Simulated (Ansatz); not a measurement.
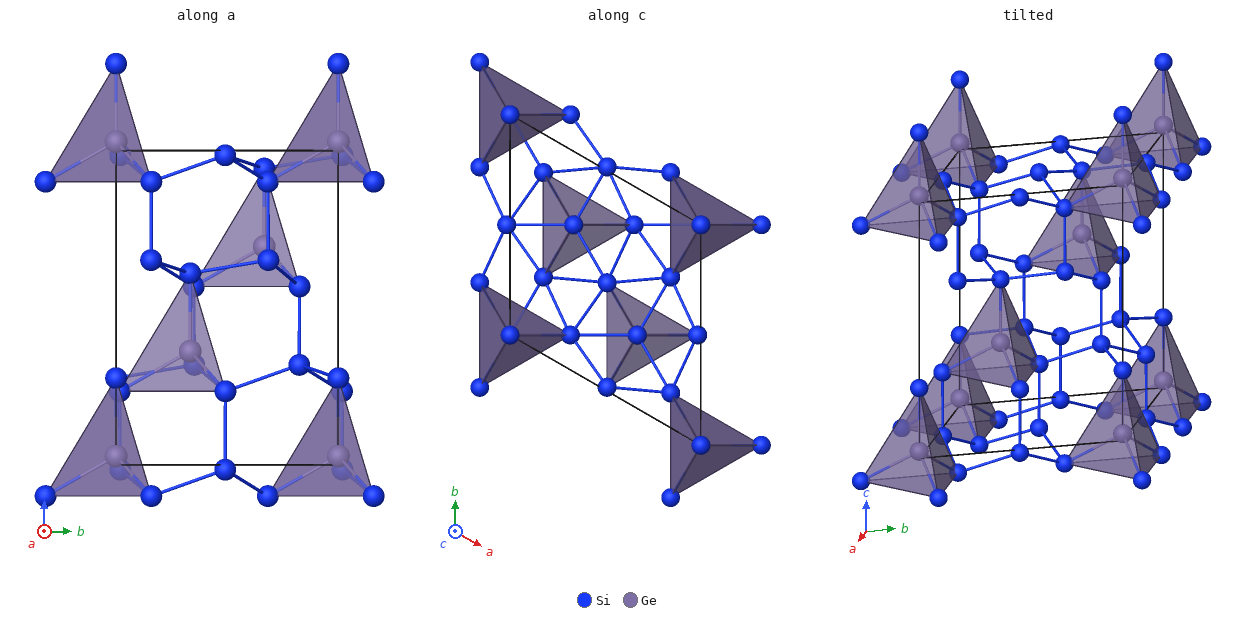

Crystal structure, polyhedral style, seen along the a axis, along the c axis and slightly off an axis. One conventional unit cell is framed, with atoms on its boundary repeated. A few atoms beyond the faces are included.

- Its composition is Si7Ge.
- The structure has R3m (No. 160) symmetry and a rhombohedral (trigonal R) lattice.
- Counting shared atoms by their share gives 21 Si, 3 Ge, or 24 atoms.
- The polyhedra are GeSi4 tetrahedra; they share no atoms with one another.
- Around each Ge lie four Si in a distorted tetrahedral arrangement. Si takes three kinds of site: 3a with three Si and one Ge in a distorted tetrahedral arrangement; 9b with four Si in a distorted tetrahedral arrangement; 9b with three Si and one Ge in a distorted tetrahedral arrangement.
- The bonds build a three-dimensional framework.

The cell started as a structure listed in the Materials Project. The cell was then strained or its atoms displaced on purpose. It went into a calculation with Ansatz.

At this level of theory the run's own cell isn't at rest (forces up to 1.6 eV/Å), so its distances can differ from those at equilibrium, the more so the softer the solid.
